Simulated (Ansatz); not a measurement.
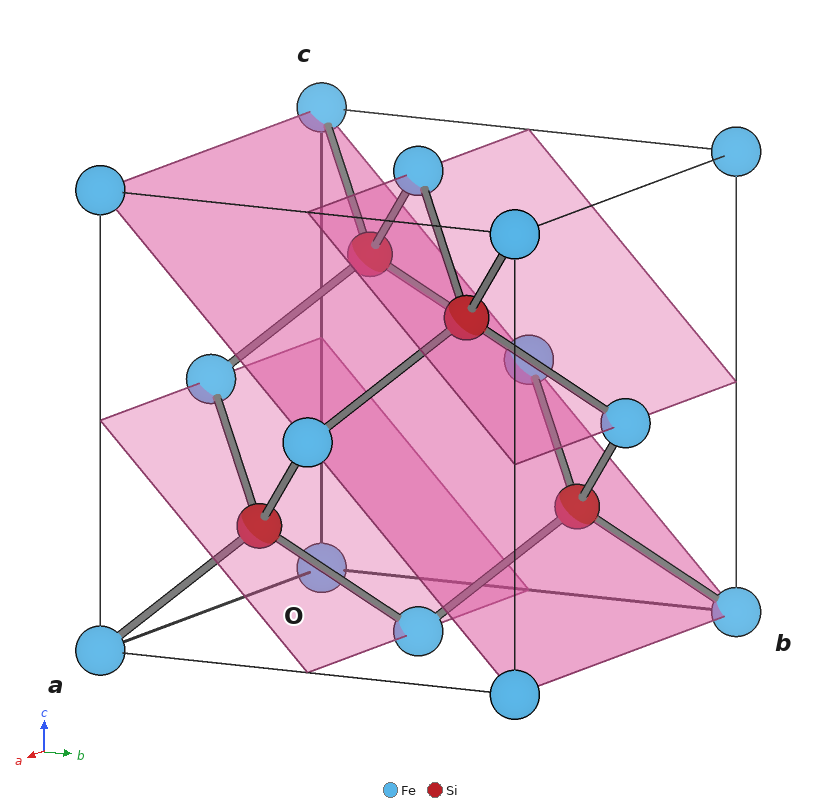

Crystal: FeSi, coordinates from a relaxation with Ansatz, DFT PBE, scalar-relativistic, plane waves, PAW; the starting structure was generated, so it need not be a known form of this composition. Every member of one family of equally spaced planes, hx + ky + lz = a whole number, that cuts the unit cell is shaded (one member passes through the origin O, touching the cell only at an edge or corner). The drawing is computed from the coordinates (standard cell, symmetry found to 0.002 Å).

a = 5.175 Å, b = 5.175 Å, c = 5.175 Å, α = 90.00°, β = 90.00°, γ = 90.00°.

> What are the Miller indices?

(0 2 2); the opposite sign names the same planes. The member next to the origin meets the axes a never, b at 1/2, c at 1/2.

> What is the spacing?

d = 1.830 Å.

> Which atoms of the cell lie in these planes (within 0.03 Å)?

all 4 Fe, all 4 Si.
